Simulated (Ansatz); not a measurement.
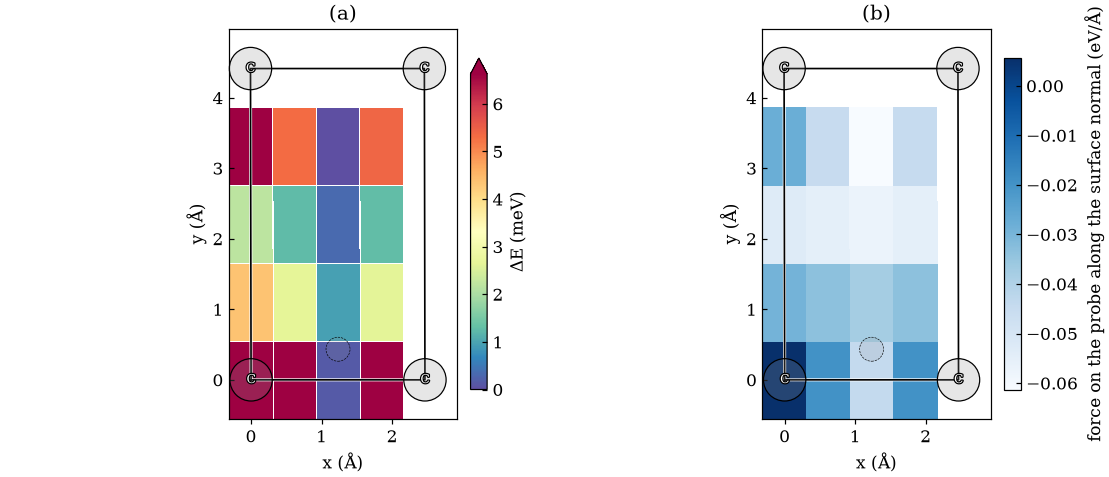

N₂ on a C(111) slab cut from the C2/m phase, its upper half relaxed before the scan (16 atoms of substrate and one adsorbate in a 2 × 1 cell). N2 is moved over the surface cell at a fixed height above a rigid substrate; the origin of the map has the adsorbate above C15; the height is held at 3.20 Å. Places are given modulo a cell vector. The map is drawn in real space over the plane of the surface. The grid has 4 × 4 points. Places are given in fractions of the 1 × 1 surface cell. Energies are in meV, from the lowest grid point. At a fixed height the lowest place need not be the adsorption site. All numbers below come from DFT PBE+D3(BJ), scalar-relativistic, plane waves, PAW (Ansatz 0.2.0). Settings: cutoff 420 eV, k-mesh 6×6×1, gaussian smearing 0.05 eV, no spin polarisation.

Panel (a) is the energy and panel (b) the computed force on the probe along the surface normal on the same grid.

In the figure: one coloured cell a grid point, labelled circles for the atoms of the top layer and small ones for the second layer, the outline of one cell of the plane, one colour for all values above the top of the scale.

**How does the force on the probe along the surface normal vary over the map, and what is it at the lowest grid point?**

It runs from −0.06 eV/Å at (2/4, 3/4) of the cell vectors to 0.01 eV/Å at the top site over a surface C atom, (0/4, 0/4) of the cell vectors. At the lowest grid point, (2/4, 3/4) of the cell vectors, it is −0.06 eV/Å.

PAW datasets: the set soft_1.
